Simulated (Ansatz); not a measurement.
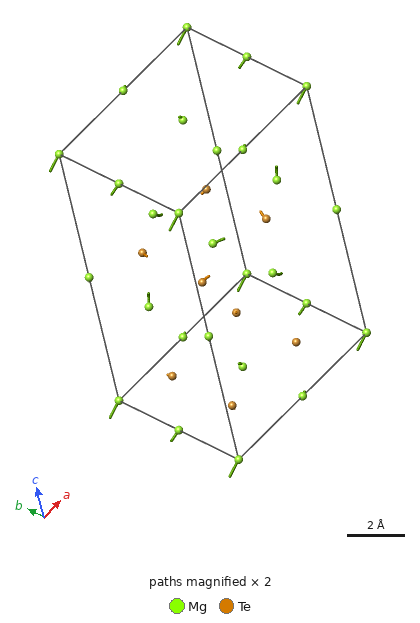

Molecular dynamics of a 16-atom cell of MgTe (built on the zincblende type), 30 fs long. Dots mark each atom's position at evenly spaced times, in the colour of its element; spheres stand at the starting positions. The excursions are magnified 2 times. Seen slightly off an axis in the reduced simulation cell.

Method: Ansatz, DFT, PBEsol, plane waves, PAW. Settings: plane-wave cutoff 420 eV; k-point mesh 2 × 2 × 2; Fermi-Dirac smearing 0.086 eV; Nosé-Hoover thermostat (NVT); set temperature 1000 K; time step 1.5 fs.

The input:
```yaml
crystal:
  lattice:
    - [0.0, 6.4662230871, 6.4662230871]
    - [6.4662230871, 0.0, 6.4662230871]
    - [6.4662230871, 6.4662230871, 0.0]
  atoms:
    - { symbol: Mg, position: [0.0, 0.0, 0.0] }
    - { symbol: Te, position: [0.125, 0.125, 0.125] }
    - { symbol: Mg, position: [0.0, 0.0, 0.5] }
    - { symbol: Te, position: [0.125, 0.125, 0.625] }
    - { symbol: Mg, position: [0.0, 0.5, 0.0] }
    - { symbol: Te, position: [0.125, 0.625, 0.125] }
    - { symbol: Mg, position: [0.0, 0.5, 0.5] }
    - { symbol: Te, position: [0.125, 0.625, 0.625] }
    - { symbol: Mg, position: [0.5, 0.0, 0.0] }
    - { symbol: Te, position: [0.625, 0.125, 0.125] }
    - { symbol: Mg, position: [0.5, 0.0, 0.5] }
    - { symbol: Te, position: [0.625, 0.125, 0.625] }
    - { symbol: Mg, position: [0.5, 0.5, 0.0] }
    - { symbol: Te, position: [0.625, 0.625, 0.125] }
    - { symbol: Mg, position: [0.5, 0.5, 0.5] }
    - { symbol: Te, position: [0.625, 0.625, 0.625] }
kpoints:
  mp_grid: { grid: [2, 2, 2] }
hamiltonian:
  xc: pbesol
scf:
  occupations: { method: fermi_dirac, width: 0.086 }
md:
  ensemble: nvt_nose_hoover
  temperature: 1000
  timestep: 1.5
  n_steps: 20
  initial_velocities: maxwell_boltzmann
  seed: 7921
```

Command:
```bash
ansatz run input.yaml --threads 4 --pin off --max-ram 3686MiB --backend cpu --events-out ev --progress --plain --runs-dir out
```

### How do the atoms move?

In the second half of the run the atoms are, in the root-mean-square, this far from where they began (common drift taken out): Mg 0.18 Å, Te 0.09 Å. The run lasts only 30 fs, too short to tell vibration from diffusion. The mean temperature in the second half is 570 K (standard deviation 106 K). That is still far from the set 1000 K: the thermostat hasn't settled it within this run. The temperature is still falling (867 K in the second quarter, 471 K in the last), so the run isn't equilibrated. The potential energy is still drifting at the end, so the run hasn't reached equilibrium. The potential energy in the second half lies on average 52.7 meV per atom above the first frame. The conserved quantity stays between −0.0005 and 0.083 meV per atom of its start. A straight-line fit has a slope that amounts to +0.099 meV per atom over 30 fs (0.1 % of the mean kinetic energy), its mean offset in the second half is under 0.1 %, and the ripple about the line is under 0.1 % of the kinetic energy's fluctuation. With a drift under 2 % and a ripple under 7 %, the integration is accurate.
